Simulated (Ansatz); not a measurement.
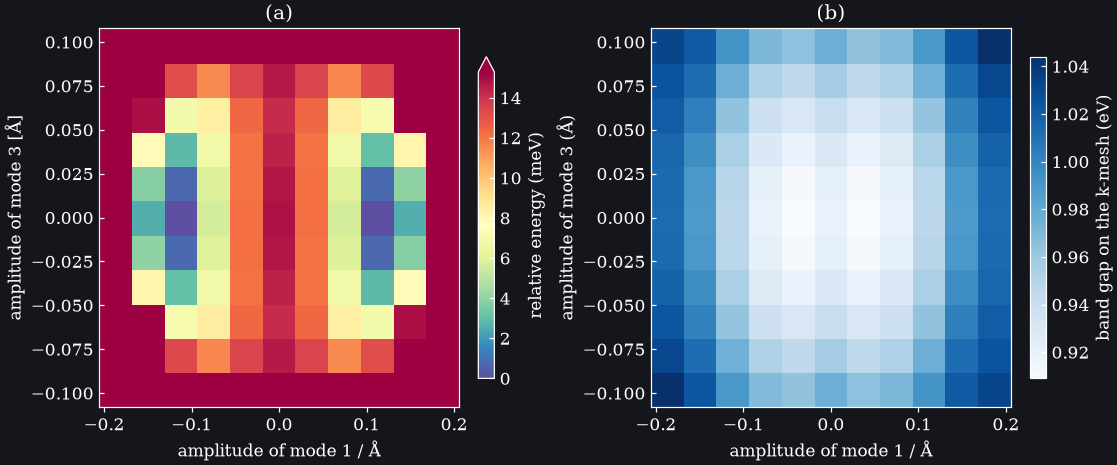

SnO₂ (R3m, No. 160; 12 atoms in the cell). The energy is mapped over two normal modes frozen in (zone-centre modes of the 12-atom cell of this scan). The first coordinate is: amplitude of mode 1 (109i cm⁻¹), largest displacement; the second: amplitude of mode 3 (40i cm⁻¹), largest displacement. Nothing is relaxed (the cell and all other modes fixed). The scan uses an 11 × 11 grid; 61 points were computed and 60 follow by symmetry. Points are written as (first, second). Energies are in meV per cell, from the lowest grid point. Theory: Ansatz, DFT LDA+D3(BJ), scalar-relativistic, plane waves, PAW. Settings: cutoff 520 eV, k-mesh 6×6×6, gaussian smearing 0.05 eV, no spin polarisation.

Panel (a) is the energy and panel (b) the computed band gap on the k-mesh on the same grid.

In the figure: one coloured cell a grid point, one colour for all values above the top of the scale.

Q: How does the band gap on the k-mesh vary over the map, and what is it at the lowest grid point?

A: It runs from 0.91 eV at (−0.037 Å, 0.000 Å) to 1.04 eV at (−0.187 Å, −0.098 Å). At the lowest grid point, (−0.112 Å, 0.000 Å), it is 0.95 eV.

```tsv
second ↓, first →	−0.187	−0.150	−0.112	−0.075	−0.037	0.000	0.037	0.075	0.112	0.150	0.187
0.098	1.03	1.02	0.99	0.97	0.96	0.98	0.96	0.97	0.99	1.02	1.04
0.078	1.03	1.01	0.98	0.95	0.95	0.96	0.94	0.95	0.97	1.01	1.03
0.059	1.02	1.00	0.96	0.94	0.93	0.94	0.93	0.94	0.96	1.00	1.02
0.039	1.02	0.99	0.95	0.93	0.92	0.93	0.92	0.93	0.95	0.99	1.02
0.020	1.01	0.99	0.95	0.92	0.91	0.92	0.91	0.92	0.95	0.99	1.01
0.000	1.01	0.99	0.95	0.92	0.91	0.92	0.91	0.92	0.95	0.99	1.01
−0.020	1.01	0.99	0.95	0.92	0.91	0.92	0.91	0.92	0.95	0.99	1.01
−0.039	1.02	0.99	0.95	0.93	0.92	0.93	0.92	0.93	0.95	0.99	1.02
−0.059	1.02	1.00	0.96	0.94	0.93	0.94	0.93	0.94	0.96	1.00	1.02
−0.078	1.03	1.01	0.97	0.95	0.94	0.96	0.95	0.95	0.98	1.01	1.03
−0.098	1.04	1.02	0.99	0.97	0.96	0.98	0.96	0.97	0.99	1.02	1.03
```

PAW datasets: the set soft_1.
